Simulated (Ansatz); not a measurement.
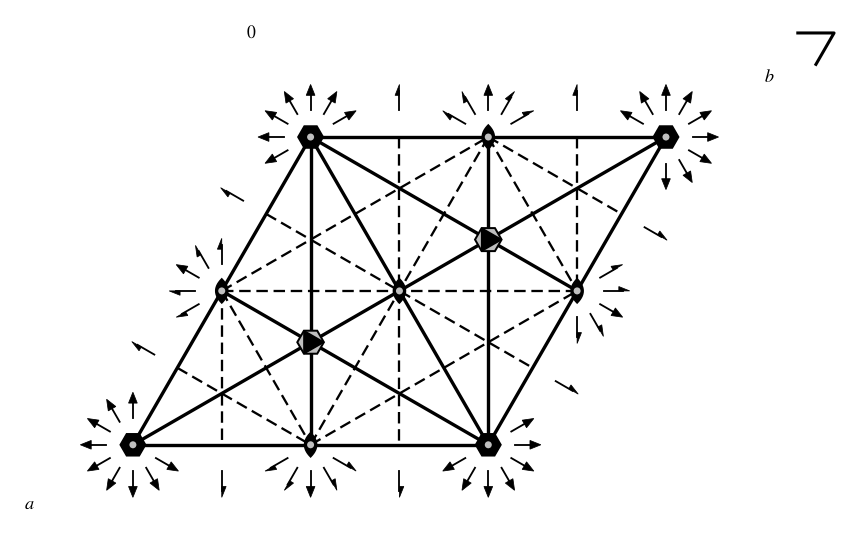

Symmetry elements of a space group, projected down c, computed from the operations of a computed or model structure of composition Pt, which need not be its known form.

Symbols follow the International Tables: origin at the upper left, the third axis towards the viewer; heavy, dashed, dotted, dash-dotted and dash-dot-dot lines are mirror, in-plane glide, out-of-plane glide, diagonal (n; with arrows d) and double (e) glide planes seen edge on; arrows at the rim are 2 (full head) and 2₁ (half head) axes in the plane; the corner sign is a plane parallel to the page; fractions are heights. Handed screw axes carry their printed symbol instead of tails.

### Give the Hermann–Mauguin symbol and number.

P6/mmm, No. 191; primitive hexagonal, point group 6/mmm, 24 general positions a cell.

### List the elements shown.

−6 axes along c at (1/3, 2/3), (2/3, 1/3); 6 axes along c at (0, 0); 2 axes along c at (0, 1/2), (1/2, 0), (1/2, 1/2); inversion centres at (0, 0), (0, 1/2), (1/2, 0), (1/2, 1/2); mirror planes holding c and [1 1 0] or [1 2 0] or [2 1 0] or [−1 1 0]; in-plane glide planes holding c and [1 1 0] or [1 2 0] or [2 1 0] or [−1 1 0]; mirror planes normal to a*, at x = 0; b glide planes normal to a*, at x = 1/2; mirror planes normal to b*, at y = 0; a glide planes normal to b*, at y = 1/2; a mirror plane normal to c at height 0; 2 axes along [1 1 0] at height 0; 2 axes along [1 2 0] at height 0; 2 axes along [2 1 0] at height 0; 2 axes along [−1 1 0] at height 0; 2 axes along a at height 0; 2 axes along b at height 0; 2₁ axes along [1 1 0] at height 0; 2₁ axes along [1 2 0] at height 0; 2₁ axes along [2 1 0] at height 0; 2₁ axes along [−1 1 0] at height 0; 2₁ axes along a at height 0; 2₁ axes along b at height 0. Heights repeat every half period; positions are (a, b) fractions, modulo 1.

### Write the general positions (in any order).

x, y, z
−x, −y, −z
x−y, x, z
−x+y, −x, −z
−y, x−y, z
y, −x+y, −z
−x, −y, z
x, y, −z
−x+y, −x, z
x−y, x, −z
y, −x+y, z
−y, x−y, −z
−y, −x, −z
y, x, z
−x, −x+y, −z
x, x−y, z
−x+y, y, −z
x−y, −y, z
y, x, −z
−y, −x, z
x, x−y, −z
−x, −x+y, z
x−y, −y, −z
−x+y, y, z
